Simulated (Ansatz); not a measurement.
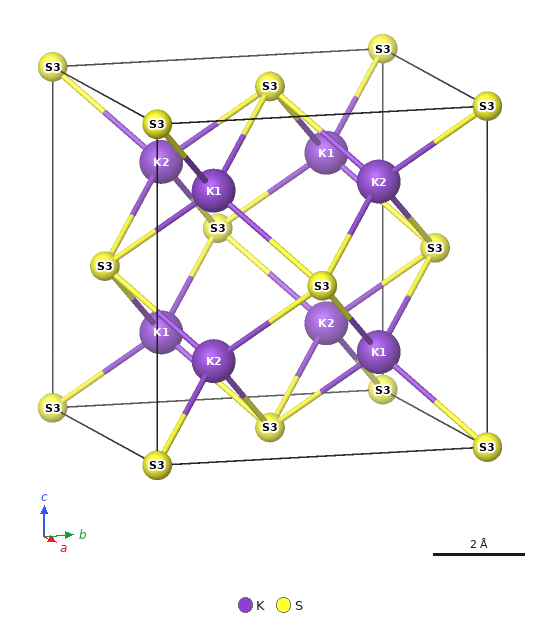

Figure 1. The input geometry (ball-and-stick view of the cell 4 times as large as that of the calculation, set on its symmetry axes, seen slightly off an axis; atoms are numbered from 1 in the order of the input). Near neighbours in the crystal (not all of them lie inside the picture): K has 4 S at 3.32 Å; S has 8 K at 3.32 Å.

Run report: K₂S, single-point calculation

- system: K₂S (Fm-3m, 3 atoms in the cell)
- method: DFT, PBEsol, all-electron LAPW, scalar-relativistic; levels at fixed fractional wave vectors of a strained or displaced cell, no spin polarisation (Ansatz 0.2.0)

The structure derives from an entry of the Crystallography Open Database. It belongs to a series of runs on one base structure; here: under -2 GPa. Figures and captions count atoms from 1; the log counts them from 0 in places.

## What the program printed
```
LAPW: plane waves up to 5.874 Å⁻¹, error target 5.0e-4 eV per atom; small_component_spin mean_spin; S in spheres of 1.612 Å, 14 of its electrons in bands, Dirac shells []; K in spheres of 1.707 Å, 9 of its electrons in bands, Dirac shells [] (how accurate: hamiltonian.pseudopotentials.lapw.basis_error, Limitations)
Engine: ansatz 0.2.0, x86_64-unknown-linux-gnu
Pseudopotentials: kind: all_electron
Pseudopotential: K, LAPW, valence charge 9, lapw/all_electron/scalar/gaussian/K, Koelling and Harmon's equation, gaussian nucleus
Pseudopotential: S, LAPW, valence charge 14, lapw/all_electron/scalar/gaussian/S, Koelling and Harmon's equation, gaussian nucleus
Functional definition: PBEsol
  exchange = pbesol_x
  correlation = pbesol_c
davidson cushion auto → on  (no smearing: the cushion is to keep the highest requested band from converging to the state above it; pin scf.eigensolver.cushion to override)
Crystal: 3 atoms, lattice volume = 112.585 Å³
Basis set: ecut = 131.48030099177774 eV, 387 PW (Γ), exchange–correlation at level 2
Bands: 20, of which v1, the nominal top of the filled ones, is band 16 counted from 1 (15 counted from 0)
Symmetry: 48 space group operations
Space group: Fm-3m (ITA 225), of the structure as read, at distance tolerance 4.8e-5 Å
k-points: 16 of 216
Non-local potential: K, projectors of the file, none
Non-local potential: S, projectors of the file, none
Initial density: superposition of atomic densities (chi_scale 0.1, normalization cell, long waves kept (reshape's long-wave potential 0.00 eV rms))
Initial wavefunctions: plane waves of lowest kinetic energy (no species holds an atomic orbital)
Functional: x = pbesol(κ = 0.804, μ = 0.12345679012345678), c = pbesol(β = 0.046)
iter 1 solved again at ethr=9.03e-3 eV; its pass at ethr=1.00e-1 eV (dr2=2.89e0 eV) is discarded
SCF iter   1: F=—  HF=-43575.778443 eV  |F-HF|=—  |Δ(HF+E_count)|=         —  Δρ=2.66e-2  dr2=2.89e0  ethr=9.03e-3  ⟨swp⟩=2.1  Hψ=2173  notcnv=0
preconditioner: auto → none  [insulator: Δε(μ)=3.646 eV  Ē_g=13.944 eV  n_scr=14 (ndim 8)  ℏωp=15.7 eV  f_vac=0.000  ε∞_Penn≈2.3]
iter 2 solved again at ethr=2.38e-4 eV; its pass at ethr=9.03e-3 eV (dr2=7.63e-2 eV) is discarded
SCF iter   2: F=—  HF=-43574.621426 eV  |F-HF|=—  |Δ(HF+E_count)|=    1.16e0  Δρ=7.05e-3  dr2=7.61e-2  ethr=2.38e-4  ⟨swp⟩=2.9  Hψ=1845  notcnv=0
SCF iter   3: F=—  HF=-43574.406417 eV  |F-HF|=—  |Δ(HF+E_count)|=   2.15e-1  Δρ=4.49e-3  dr2=8.81e-2  ethr=2.38e-4  ⟨swp⟩=3.5  Hψ=1207  notcnv=0
SCF iter   4: F=—  HF=-43574.406279 eV  |F-HF|=—  |Δ(HF+E_count)|=         —  Δρ=6.40e-4  dr2=8.80e-4  ethr=2.38e-4  ⟨swp⟩=3.0  Hψ=1101  notcnv=0
the basis was enlarged: its passes take 430.2 KiB over the memory plan, 1 of 1 planned eigensolver slots
SCF iter   5: F=—  HF=-43574.405866 eV  |F-HF|=—  |Δ(HF+E_count)|=   4.13e-4  Δρ=1.24e-4  dr2=5.99e-5  ethr=2.75e-6  ⟨swp⟩=4.1  Hψ=1238  notcnv=0
SCF iter   6: F=—  HF=-43574.405953 eV  |F-HF|=—  |Δ(HF+E_count)|=   8.65e-5  Δρ=2.14e-5  dr2=1.57e-6  ethr=1.87e-7  ⟨swp⟩=4.3  Hψ=1252  notcnv=0
SCF iter   7: F=—  HF=-43574.405957 eV  |F-HF|=—  |Δ(HF+E_count)|=   4.45e-6  Δρ=2.69e-6  dr2=2.24e-8  ethr=4.92e-9  ⟨swp⟩=4.8  Hψ=1287  notcnv=0
SCF iter   8: F=—  HF=-43574.405957 eV  |F-HF|=—  |Δ(HF+E_count)|=   9.36e-8  Δρ=2.18e-7  dr2=6.73e-11  ethr=7.01e-11  ⟨swp⟩=5.1  Hψ=1356  notcnv=0  defer=1
SCF iter   9: F=-43574.405957 eV  HF=-43574.405957 eV  |F-HF|=2.91e-11  |Δ(HF+E_count)|=  2.04e-10  Δρ=1.22e-7  dr2=5.67e-11  ethr=3.38e-12 (applied; sched 1.00e-12)  ⟨swp⟩=3.9  Hψ=1180  notcnv=0
SCF 1 converged in 9 iterations: F = -43574.405957 eV  dr2 = 5.67e-11
```

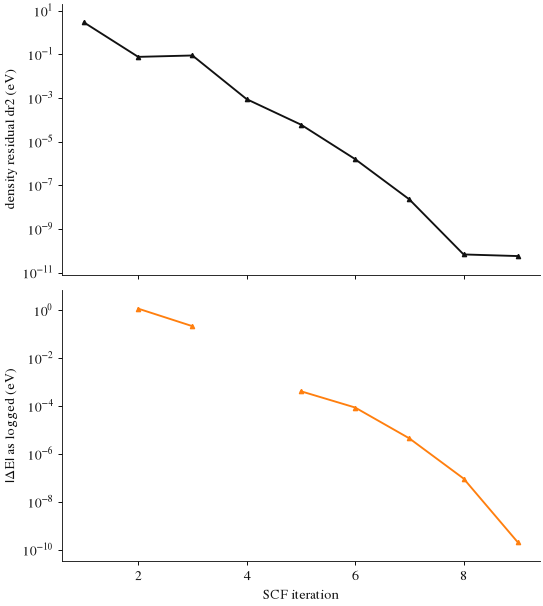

Figure 2. Convergence of the self-consistent field: density residual dr2 and size of the energy change against the SCF iteration. The residual falls almost steadily, with no more than small rises.

```
NSCF: frozen V_eff on 8 k-points
SCF converged after 9 iterations
Free energy (F): -43574.405957 eV
Harris-Foulkes:  -43574.405957 eV  (|F-HF|=2.91e-11)
Internal energy: -43574.405957 eV  (E = F + TS)
E sigma→0 (E₀):  -43574.405957 eV
Fermi energy:    2.291786 eV
--- Per-component energies (eV) ---
  E_band       = -1506.610713
  E_kinetic    = 43835.433026
  E_xc         = -2456.261041
  E_electrostatic = -84953.577942  (all electrons and nuclei)
  E_smearing   = -0.000000  (= −TS)
  E_closure    = 0.000000  (closes the sum)
  E_atoms      = -43564.693474  (free atoms, spherical and without spin; not in F)
  Σ components = -43574.405957   (vs F -43574.405957, Δ=0.00e0)
  Basis errors (estimates in eV, not in F): energy 1.9e-4 per atom: plane waves 1.6e-4 (9.3e-5 summed), levels above the bands 0.0e0, relativity 8.0e-9, radial functions 2.2e-5, core shells 7.5e-8; eigenvalues (radial functions only) 1.6e-6; not estimated: angular momenta, meshes, grids; target (lapw.basis_error) 5.0e-4; muffin-tin radii S 1.612 Å, K 1.707 Å
--- Forces (eV/Å), atoms counted from 1 ---
  atom   1  K      0.00000000    -0.00000000    -0.00000000
  atom   2  K      0.00000000    -0.00000000    -0.00000000
  atom   3  S     -0.00000000    -0.00000000     0.00000000
  max |Σ_I F_I| component: 1.85e-17 eV/Å
--- Stress (GPa, compression-positive) ---
       -1.967312       0.000000      -0.000000
        0.000000      -1.967312      -0.000000
       -0.000000      -0.000000      -1.967312
  P = ⅓ Tr σ = -1.9673 GPa (-19.673 kbar)
--- Band table (eV; the first three rows and the last of 16) ---
  k-point 0: bands = ["-200.0975", "-145.1564", "-145.1564", "-145.1564", "-26.9487", "-26.8931", "-10.5796", "-10.5796", "-10.5796", "-10.3980", "-10.3980", "-10.3980", "-7.2225", "2.1754", "2.1754", "2.1754", "4.3323", "7.6733", "7.6733", "9.3891"]
  k-point 1: bands = ["-200.0975", "-145.1564", "-145.1564", "-145.1564", "-26.9438", "-26.8975", "-10.5905", "-10.5905", "-10.5230", "-10.4812", "-10.3914", "-10.3914", "-7.1767", "1.9370", "2.2063", "2.2063", "5.0070", "7.3903", "7.8702", "9.1120"]
  k-point 2: bands = ["-200.0975", "-145.1564", "-145.1564", "-145.1564", "-26.9341", "-26.9064", "-10.6392", "-10.6120", "-10.6120", "-10.4074", "-10.3780", "-10.3780", "-7.0931", "1.6910", "2.2645", "2.2645", "5.8539", "7.2190", "7.8180", "8.3728"]
  k-point 15: bands = ["-200.0975", "-145.1564", "-145.1564", "-145.1564", "-26.9201", "-26.9201", "-10.6724", "-10.6221", "-10.5010", "-10.4994", "-10.3795", "-10.3771", "-7.0625", "1.8854", "2.0223", "2.2757", "6.0381", "7.5046", "7.8352", "8.4066"]
```

This output came from the following input.

## The input
```yaml
crystal:
  lattice:
    - [3.83251537261, 3.83251537261, 0.0]
    - [-3.83251537261, 3.83251537261, 0.0]
    - [0.0, 3.83251537261, 3.83251537261]
  atoms:
    - { symbol: K, position: [0.25, 0.75, 0.5] }
    - { symbol: K, position: [0.75, 0.25, 0.5] }
    - { symbol: S, position: [0.0, 0.0, 0.0] }
kpoints:
  mp_grid: { grid: [6, 6, 6] }
scf:
  occupations: { method: fixed }
  convergence: { dr2_threshold: 1.0e-10 }
hamiltonian:
  xc: pbesol
  pseudopotentials: { kind: all_electron, lapw: { basis_error: 0.0005 } }
output:
  forces: true
  stress: true
  eigenstates:
    kpoints:
      - [0.0, 0.0, 0.0]
      - [-0.5, 0.5, 0.0]
      - [-0.5, -0.5, -0.5]
      - [0.0, 0.0, -0.5]
      - [0.0, -0.5, -0.5]
      - [0.0, 0.5, 0.0]
      - [-0.5, 0.0, 0.0]
      - [-0.5, 0.0, -0.5]
  eigenvalues: true
```

Launched with:
```bash
ansatz run input.yaml --threads 1 --pin off --max-ram 3072MiB --backend cpu --events-out ev --progress --plain --runs-dir out
```

## Results in brief

- outcome: converged
- space group (tolerance 0.01 Å): Fm-3m (225)
- electrons in bands (core shells apart): 32
- free energy: −43574.4060 eV
- Fermi energy: 2.292 eV
- gap on the k-point mesh: 2.04 eV
- pressure: −1.97 GPa
- largest force (length of the vector): under 0.001 eV/Å
- hardware: 1 thread of Intel Xeon (Granite Rapids), 64 GiB of memory available, shared host
- wall time: 5.2 s (CPU time 3.4 s; the host was busy)
- peak memory: 0.3 GiB
